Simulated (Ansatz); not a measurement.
Band-structure calculation, with input and output: NiSi₂

System: NiSi₂ (I4/mmm, 3 atoms in the cell).
Method: DFT, PBE, PAW with Ansatz's default frozen-core files, scalar-relativistic, no spin polarisation (Ansatz 0.2.0).

It belongs to a series of runs on one base structure; here: volume scaled by 0.62, PAW files. Figures and captions count atoms from 1; the log counts them from 0 in places.

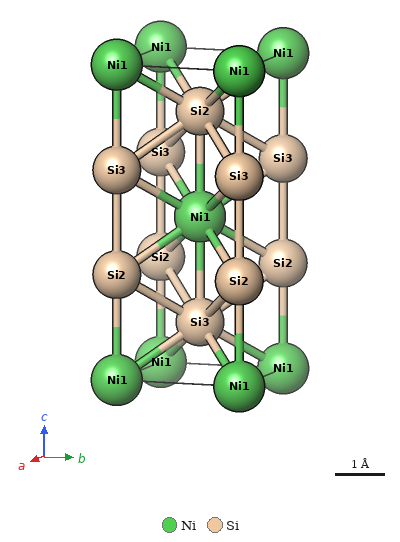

Figure 1. The structure (ball-and-stick view of the cell 2 times as large as that of the calculation, set on its symmetry axes, seen slightly off an axis; atoms are numbered from 1 in the order of the input). Near neighbours in the crystal (not all of them lie inside the picture): Ni has 10 Si at 2.20 Å; Si has 5 Ni at 2.20 Å and 5 Si at 2.19 to 2.20 Å.

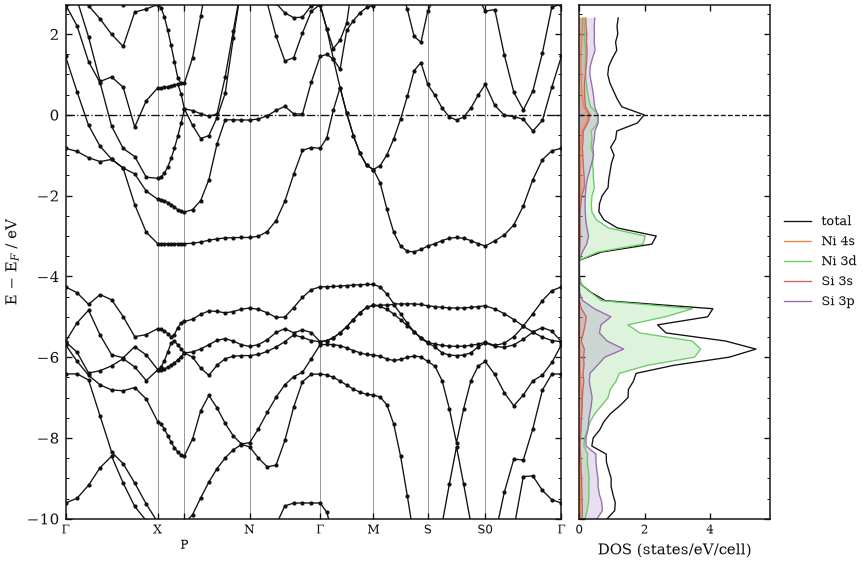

Figure 2. Band structure along Γ–X–P–N–Γ–M–S–S0–Γ and density of states (projected on Löwdin-orthogonalised atomic shells), with energies from the Fermi level. Bands cross the Fermi level: a metal at this level of theory.

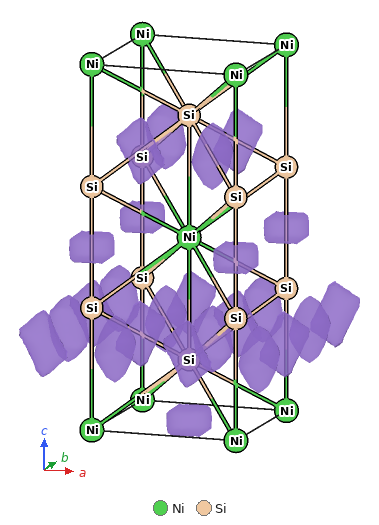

Figure 3. Isosurface of the electron localisation function at 0.65 (purple), seen slightly off an axis. Core shells and regions of very low density are left out. Sticks mark near contacts. The outline is the cell set on symmetry axes. Profiles from the grid: Si–Si (2.19 Å): the ELF peaks at about 0.70 between the atoms. Si–Ni (2.20 Å): the ELF is about 0.45 at the midpoint. The fields are those of the smooth PAW valence density.

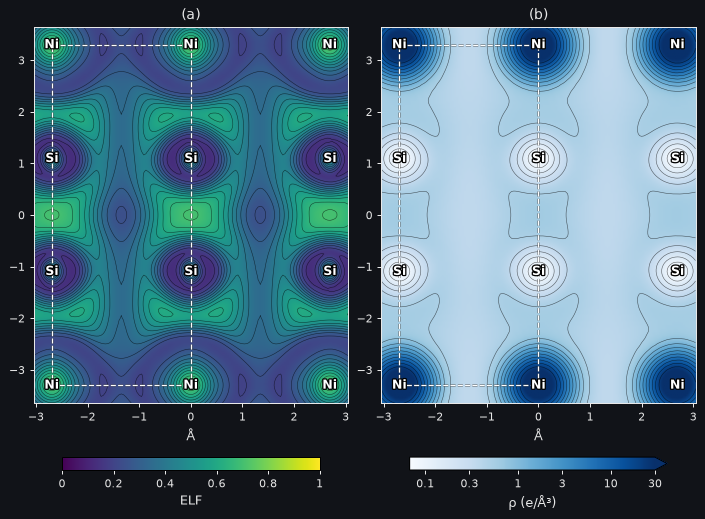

Figure 4. (a) ELF; (b) valence pseudo-density on the (010) plane of the conventional cell. The section cuts through Ni and Si sites. Si–Si (2.19 Å): ρ at the midpoint is about 0.61 e/Å³, a local maximum along the line; the ELF peaks at about 0.70 between the atoms. Si–Ni (2.20 Å): ρ is about 0.6 e/Å³ halfway; the ELF is about 0.40 at the midpoint. Away from the nuclei the density in this plane falls to 0.35 e/Å³ at its lowest. The strong features right at Ni lie inside the PAW spheres (semicore, d or f shells) and say nothing about bonding.

These pictures come from the run below.

Input:
```yaml
crystal:
  lattice:
    - [-1.3465313872, 1.3465313872, 3.298701059]
    - [1.3465313872, -1.3465313872, 3.298701059]
    - [1.3465313872, 1.3465313872, -3.298701059]
  atoms:
    - { symbol: Ni, position: [0.0, 0.0, 0.0] }
    - { symbol: Si, position: [0.3340773686, 0.3340773686, 0.0] }
    - { symbol: Si, position: [-0.3340773686, -0.3340773686, 0.0] }
kpoints:
  mp_grid: { grid: [14, 14, 14] }
  band_path:
    path:
      - [0.0, 0.0, 0.0]
      - [0.0, 0.0, 0.5]
      - [0.25, 0.25, 0.25]
      - [0.0, 0.5, 0.0]
      - [0.0, 0.0, 0.0]
      - [0.5, 0.5, -0.5]
      - [0.2916569099, 0.7083430901, -0.2916569099]
      - [-0.2916569099, 0.2916569099, 0.2916569099]
      - [0.0, 0.0, 0.0]
    npoints: 8
scf:
  occupations: { method: fermi_dirac, width: 0.05 }
hamiltonian:
  xc: pbe
  pseudopotentials: { kind: paw }
output:
  forces: true
  stress: true
  eigenvalues: true
  populations: true
  dos: { projected: true, de: 0.2, e_range: [-14, 8] }
  write_density: true
  write_potential: true
  elf: true
  volumetric_format: npy
```

Command:
```bash
ansatz run input.yaml --threads 1 --pin off --max-ram 3072MiB --backend cpu --events-out ev --progress --plain --runs-dir out
```

Log:
```
Engine: ansatz 0.2.0, x86_64-unknown-linux-gnu
Pseudopotentials: kind: paw
Pseudopotential: Ni, paw, valence charge 18, recommended cutoff 420 eV (normal), Ni.paw.azcp
Pseudopotential: Si, paw, valence charge 4, recommended cutoff 420 eV (normal), Si.paw.azcp
Functional definition: PBE
  parameter kappa = 0.804
  parameter beta = 0.06672455060314922
  exchange = pbe_x(kappa = kappa, mu = beta*pi^2/3)
  correlation = pbe_c(beta = beta)
Crystal: 3 atoms, lattice volume = 23.924 Å³
Basis set: ecut = 420 eV, 455 PW (Γ), exchange–correlation on 54×54×54 points (8 copies of the dense FFT grid, shifted against one another)
Bands: 17, of which v1, the nominal top of the filled ones, is band 13 counted from 1 (12 counted from 0)
Symmetry: 16 space group operations
Space group: I4/mmm (ITA 139), of the structure as read, at distance tolerance 2.9e-5 Å
k-points: 244 of 2744
Non-local potential: Ni, projectors of the file, l = 0: 3, l = 1: 2, l = 2: 3, l = 3: 1
Non-local potential: Si, projectors of the file, l = 0: 2, l = 1: 2, l = 2: 2
PAW form: soft (Blöchl's): semilocal exchange-correlation on the pseudo side does not see the compensation charge
PAW one-centre angular grid: Ni, 590 points (default); XC on 64 Gauss nodes
PAW one-centre angular grid: Si, 110 points (default); XC on 64 Gauss nodes
Initial density: superposition of atomic densities (neutral atoms: chi_scale 0, normalization atom), corrected by the library's trained network
Initial wavefunctions: pseudopotential atomic-orbital guess
Functional: x = pbe(κ = 0.804, μ = 0.2195149727645171), c = pbe(β = 0.06672455060314922)
SCF iter   1: F=—  HF=-7105.793247 eV  |F-HF|=—  |Δ(HF+E_count)|=         —  Δρ=1.73e-2  dr2=2.66e-2  ethr=1.77e-3  ⟨swp⟩=6.2  Hψ=22962  notcnv=0
preconditioner: auto → Kerker (q_TF=auto, 2.766 Å⁻¹)  [metal: Δε(μ)=0.012 eV  Ē_g=10.835 eV  σ=0.050 eV  W_gap=0.06  n_scr=10 (ndim 8)  ℏωp=32.2 eV  f_vac=0.000  D(μ)=1.99/eV (n_scr^D=32)]
SCF iter   2: F=—  HF=-7105.785643 eV  |F-HF|=—  |Δ(HF+E_count)|=   7.60e-3  Δρ=8.84e-3  dr2=9.48e-3  ethr=1.02e-4  ⟨swp⟩=1.4  Hψ=6281  notcnv=0
SCF iter   3: F=—  HF=-7105.782255 eV  |F-HF|=—  |Δ(HF+E_count)|=   3.39e-3  Δρ=1.85e-3  dr2=4.75e-4  ethr=3.65e-5  ⟨swp⟩=2.4  Hψ=5925  notcnv=0  defer=1
SCF iter   4: F=—  HF=-7105.782091 eV  |F-HF|=—  |Δ(HF+E_count)|=   1.64e-4  Δρ=8.42e-4  dr2=1.35e-4  ethr=1.83e-6  ⟨swp⟩=2.4  Hψ=7070  notcnv=0  defer=1
SCF iter   5: F=—  HF=-7105.782069 eV  |F-HF|=—  |Δ(HF+E_count)|=   2.21e-5  Δρ=1.07e-4  dr2=2.19e-6  ethr=5.19e-7  ⟨swp⟩=1.6  Hψ=4830  notcnv=0  defer=1
SCF iter   6: F=—  HF=-7105.782073 eV  |F-HF|=—  |Δ(HF+E_count)|=   4.55e-6  Δρ=3.92e-5  dr2=2.00e-7  ethr=8.43e-9  ⟨swp⟩=2.0  Hψ=5864  notcnv=0  defer=1
SCF iter   7: F=-7105.782073 eV  HF=-7105.782073 eV  |F-HF|=4.12e-9  |Δ(HF+E_count)|=   2.98e-8  Δρ=3.99e-6  dr2=1.69e-9  ethr=3.85e-10  ⟨swp⟩=7.9  Hψ=26344  notcnv=0
SCF 1 converged in 7 iterations: F = -7105.782073 eV  dr2 = 1.69e-9
  greatest PAW one-centre occupation: 1.002 electrons in one spin orbital (limit 2), on the Ni atom at site 0 (counted from 0), in its partial waves of l = 1
NSCF: frozen V_eff on 65 k-points
SCF converged after 7 iterations
Free energy (F): -7105.782073 eV
Harris-Foulkes:  -7105.782073 eV  (|F-HF|=4.12e-9)
Internal energy: -7105.765769 eV  (E = F + TS)
E sigma→0 (E₀):  -7105.773921 eV
Entropy (-TS):   -0.016304 eV (-5.435 meV/atom)
Fermi energy:    23.853432 eV
--- Per-component energies (eV) ---
  E_band       = -111.986843
  E_kinetic    = 409.463398
  E_local      = -4150.205191  (includes V_loc(G=0)·N_el)
  E_nonlocal   = 694.468833
  E_hartree    = 1846.019127
  E_xc         = -213.269087
  E_vxc        = -226.830576  (∫ρ·V_xc dr)
  E_paw        = -2656.927451  (= ΣΔE_a)
  E_vpaw       = -530.920527  (= ΣTr[D̂ρ^β])
  E_aug_tail   = 0.000603  (compensation charges beyond the density's cutoff)
  E_ewald      = -3035.316002
  E_smearing   = -0.016304  (= −TS)
  E_closure    = -0.000000  (closes the sum)
  Σ components = -7105.782073   (vs F -7105.782073, Δ=0.00e0)
--- Forces (eV/Å), atoms counted from 1 ---
  atom   1  Ni     0.00000000     0.00000000     0.00000000
  atom   2  Si     0.00000000    -0.00000000    -0.00044598
  atom   3  Si     0.00000000    -0.00000000     0.00044598
  max |Σ_I F_I| component: 1.39e-17 eV/Å
--- Stress (GPa, compression-positive) ---
      182.160300      -0.000000       0.000000
       -0.000000     182.160300      -0.000000
        0.000000      -0.000000     182.169110
  P = ⅓ Tr σ = 182.1632 GPa (1821.632 kbar)
--- Band table (eV; the first three rows and the last of 244) ---
  k-point 0: bands = ["-81.7730", "-42.2867", "-42.1968", "-42.1968", "4.5383", "14.2423", "17.4366", "18.1627", "18.2371", "18.2371", "19.5956", "23.0258", "25.3018", "26.5867", "26.5867", "27.0966", "27.0966"]
  k-point 1: bands = ["-81.7726", "-42.2861", "-42.1996", "-42.1994", "4.7468", "14.3936", "17.4422", "17.6968", "17.8991", "18.7737", "19.4043", "22.9282", "24.2872", "25.9294", "26.5936", "26.8686", "28.2964"]
  k-point 2: bands = ["-81.7714", "-42.2847", "-42.2073", "-42.2067", "5.3659", "14.8033", "17.0436", "17.3254", "17.4727", "18.8493", "19.2629", "22.7532", "23.4188", "24.9652", "25.4749", "26.4579", "31.0880"]
  k-point 243: bands = ["-81.7730", "-42.2889", "-42.1968", "-42.1968", "7.0843", "8.8164", "16.9152", "17.9063", "19.1359", "19.1359", "19.6569", "22.5003", "22.5003", "26.5575", "29.0574", "32.3398", "33.8099"]
--- Löwdin populations: 3 sites ---
  site symbol       q [e]
     0     Ni     17.5134
     1     Si      4.0304
     2     Si      4.0304
  spilling = 0.016376 (of n_electrons = 26.000000)
```

File dos.tsv:
```
# E-E_F[eV]	g_bin_mean(E)[states/eV]	N(E)
# format = ansatz-dos/2
# fermi_ev = 23.853432
# fermi_mp_grid = 14 14 14
# fermi_mp_shift = 0 0 0
# tetrahedron_fermi_ev = 23.859698
# g_bin_mean(E): the states in a bin one row spacing wide, centred on E, divided by that spacing. States that the method places at a single energy (under output.dos.method: tetrahedron, those of a tetrahedron whose four corners have one energy) are counted whole in the row whose bin holds that energy (on the edge of two bins, in the lower row). The sum of g_bin_mean over a run of rows, times the row spacing, is the number of states from half a spacing under the first of them to half a spacing over the last (a plain sum, not the trapezoid rule).
-14.000000	5.025790e-1	9.525760e0
-13.800000	4.493798e-1	9.620790e0
-13.600000	4.102997e-1	9.706498e0
-13.400000	3.991246e-1	9.786583e0
-13.200000	4.210024e-1	9.867584e0
-13.000000	5.621420e-1	9.962320e0
-12.800000	6.327522e-1	1.008557e1
-12.600000	6.455715e-1	1.021469e1
-12.400000	6.401138e-1	1.034307e1
-12.200000	6.318449e-1	1.047022e1
-12.000000	6.324849e-1	1.059636e1
-11.800000	6.464309e-1	1.072357e1
-11.600000	6.448149e-1	1.085547e1
-11.400000	5.586360e-1	1.097618e1
-11.200000	6.052522e-1	1.108861e1
-11.000000	6.191842e-1	1.121263e1
-10.800000	6.379149e-1	1.133777e1
-10.600000	6.843682e-1	1.146891e1
-10.400000	7.173235e-1	1.160993e1
-10.200000	7.066936e-1	1.175450e1
-10.000000	8.490660e-1	1.189877e1
-9.800000	1.080160e0	1.210312e1
-9.600000	1.097406e0	1.231961e1
-9.400000	1.026049e0	1.253304e1
-9.200000	9.705057e-1	1.273228e1
-9.000000	9.719757e-1	1.292531e1
-8.800000	8.975340e-1	1.311441e1
-8.600000	8.280815e-1	1.328497e1
-8.400000	8.197113e-1	1.345913e1
-8.200000	3.805693e-1	1.357038e1
-8.000000	4.220191e-1	1.364823e1
-7.800000	6.206392e-1	1.374728e1
-7.600000	7.471382e-1	1.388899e1
-7.400000	9.475900e-1	1.405448e1
-7.200000	1.240628e0	1.426894e1
-7.000000	1.488521e0	1.455608e1
-6.800000	1.499603e0	1.484413e1
-6.600000	1.649454e0	1.518819e1
-6.400000	1.735183e0	1.547686e1
-6.200000	2.895472e0	1.593512e1
-6.000000	4.585416e0	1.664947e1
-5.800000	5.401294e0	1.776627e1
-5.600000	4.470359e0	1.880019e1
-5.400000	2.650474e0	1.940000e1
-5.200000	2.390427e0	1.991855e1
-5.000000	3.925483e0	2.049662e1
-4.800000	4.082342e0	2.139049e1
-4.600000	7.869959e-1	2.186672e1
-4.400000	3.659090e-1	2.195233e1
-4.200000	5.452032e-2	2.200000e1
-4.000000	0.000000e0	2.200000e1
-3.800000	0.000000e0	2.200000e1
-3.600000	0.000000e0	2.200000e1
-3.400000	6.615844e-1	2.202273e1
-3.200000	2.219487e0	2.230812e1
-3.000000	2.351138e0	2.286614e1
-2.800000	1.160363e0	2.317460e1
-2.600000	7.511822e-1	2.336018e1
-2.400000	5.963482e-1	2.348927e1
-2.200000	6.154731e-1	2.360943e1
-2.000000	6.974376e-1	2.373921e1
-1.800000	8.780813e-1	2.389104e1
-1.600000	8.971810e-1	2.407777e1
-1.400000	9.390365e-1	2.425823e1
-1.200000	9.803174e-1	2.445249e1
-1.000000	1.058666e0	2.465764e1
-0.800000	9.580308e-1	2.485715e1
-0.600000	1.107833e0	2.505791e1
-0.400000	1.142520e0	2.528576e1
-0.200000	1.777005e0	2.553867e1
0.000000	1.982579e0	2.598879e1
0.200000	1.297871e0	2.629043e1
0.400000	1.153022e0	2.653210e1
0.600000	1.038507e0	2.675334e1
0.800000	9.293030e-1	2.694970e1
1.000000	8.683576e-1	2.712595e1
1.200000	8.968709e-1	2.730041e1
1.400000	1.007296e0	2.748887e1
1.600000	1.144299e0	2.770560e1
1.800000	1.107494e0	2.793108e1
2.000000	1.173433e0	2.816091e1
2.200000	1.150892e0	2.839342e1
2.400000	1.188268e0	2.862611e1
2.600000	1.151435e0	2.886285e1
2.800000	1.011687e0	2.908005e1
3.000000	9.637373e-1	2.927555e1
3.200000	9.423495e-1	2.946522e1
3.400000	9.736757e-1	2.965684e1
3.600000	9.613819e-1	2.985104e1
3.800000	9.484998e-1	3.004264e1
4.000000	8.790181e-1	3.022619e1
4.200000	8.462674e-1	3.039696e1
4.400000	8.444159e-1	3.056589e1
4.600000	8.768564e-1	3.073629e1
4.800000	9.524078e-1	3.092106e1
5.000000	9.338232e-1	3.111012e1
5.200000	9.576019e-1	3.129742e1
5.400000	9.835047e-1	3.149265e1
5.600000	9.867079e-1	3.169070e1
5.800000	9.425551e-1	3.188490e1
6.000000	8.937392e-1	3.206716e1
6.200000	8.789411e-1	3.224397e1
6.400000	8.638819e-1	3.241868e1
6.600000	8.373273e-1	3.258885e1
6.800000	7.869863e-1	3.275257e1
7.000000	7.407241e-1	3.290373e1
7.200000	7.064533e-1	3.304934e1
7.400000	7.020348e-1	3.318820e1
7.600000	7.729363e-1	3.333577e1
7.800000	7.288345e-1	3.348895e1
8.000000	7.330398e-1	3.362934e1
```

File populations.tsv:
```
# site	symbol	l	j	q
# orbitals = lowdin
# n_electrons = 26.000000
# spilling = 0.016376
0	Ni	0_3S	-	1.974843
0	Ni	0_4S	-	0.559661
0	Ni	1_3P	-	5.992509
0	Ni	2_3D	-	8.986367
1	Si	0_3S	-	1.071967
1	Si	1_3P	-	2.958459
2	Si	0_3S	-	1.071967
2	Si	1_3P	-	2.958459
```

File rho_z.tsv:
```
# z_ang	rho[e/angstrom^3]
# format = ansatz-planar-average/11
# lattice	-1.346531387	1.346531387	3.298701059
# lattice	1.346531387	-1.346531387	3.298701059
# lattice	1.346531387	1.346531387	-3.298701059
# sites	3
# site	28	0.000000000	0.000000000	0.000000000
# site	14	0.000000000	0.000000000	2.204042739
# site	14	0.000000000	0.000000000	-2.204042739
0.000000	2.281212e0
0.141070	2.208526e0
0.282141	2.009558e0
0.423211	1.732803e0
0.564282	1.435603e0
0.705352	1.164194e0
0.846422	9.437366e-1
0.987493	7.795132e-1
1.128563	6.643711e-1
1.269633	5.867628e-1
1.410704	5.360602e-1
1.551774	5.044506e-1
1.692845	4.865550e-1
1.833915	4.786488e-1
1.974985	4.786488e-1
2.116056	4.865550e-1
2.257126	5.044506e-1
2.398197	5.360602e-1
2.539267	5.867628e-1
2.680337	6.643711e-1
2.821408	7.795132e-1
2.962478	9.437366e-1
3.103548	1.164194e0
3.244619	1.435603e0
3.385689	1.732803e0
3.526760	2.009558e0
3.667830	2.208526e0
```

File v_z.tsv:
```
# z_ang	v_es[eV]	v_tot[eV]
# format = ansatz-planar-average/11
# xc	pbe
# density_cutoff_ev	1680
# datasets	Ni=:simpson_from_first_knot:soft	Si=:simpson_from_first_knot:soft
# lattice	-1.346531387	1.346531387	3.298701059
# lattice	1.346531387	-1.346531387	3.298701059
# lattice	1.346531387	1.346531387	-3.298701059
# sites	3
# site	28	0.000000000	0.000000000	0.000000000
# site	14	0.000000000	0.000000000	2.204042739
# site	14	0.000000000	0.000000000	-2.204042739
0.000000	-4.980279e0	-2.064830e1
0.141070	-4.708218e0	-2.032689e1
0.282141	-3.903075e0	-1.937760e1
0.423211	-2.597594e0	-1.784067e1
0.564282	-8.458471e-1	-1.577575e1
0.705352	1.278119e0	-1.326566e1
0.846422	3.680932e0	-1.043059e1
0.987493	6.249339e0	-7.435204e0
1.128563	8.846871e0	-4.474229e0
1.269633	1.131286e1	-1.740293e0
1.410704	1.347111e1	6.014375e-1
1.551774	1.515938e1	2.422977e0
1.692845	1.627424e1	3.640572e0
1.833915	1.680723e1	4.234984e0
1.974985	1.680723e1	4.234984e0
2.116056	1.627424e1	3.640572e0
2.257126	1.515938e1	2.422977e0
2.398197	1.347111e1	6.014375e-1
2.539267	1.131286e1	-1.740293e0
2.680337	8.846871e0	-4.474229e0
2.821408	6.249339e0	-7.435204e0
2.962478	3.680932e0	-1.043059e1
3.103548	1.278119e0	-1.326566e1
3.244619	-8.458471e-1	-1.577575e1
3.385689	-2.597594e0	-1.784067e1
3.526760	-3.903075e0	-1.937760e1
3.667830	-4.708218e0	-2.032689e1
```

Results in brief:

```tsv
quantity	value
outcome	converged
space group (tolerance 0.01 Å)	I4/mmm (139)
electrons treated	26
free energy	−7105.7821 eV
Fermi energy	23.853 eV
pressure	182.16 GPa
electronic character	metal
largest force (length of the vector)	under 0.001 eV/Å
hardware	1 thread of Intel Xeon (Granite Rapids), 32 GiB of memory available, shared host
wall time	6.1 s
peak memory	0.42 GiB
```

The run has no spin polarisation, so a magnetic state may lie lower. The cell is under a pressure of 182 GPa at this level, so it is not at its equilibrium volume.
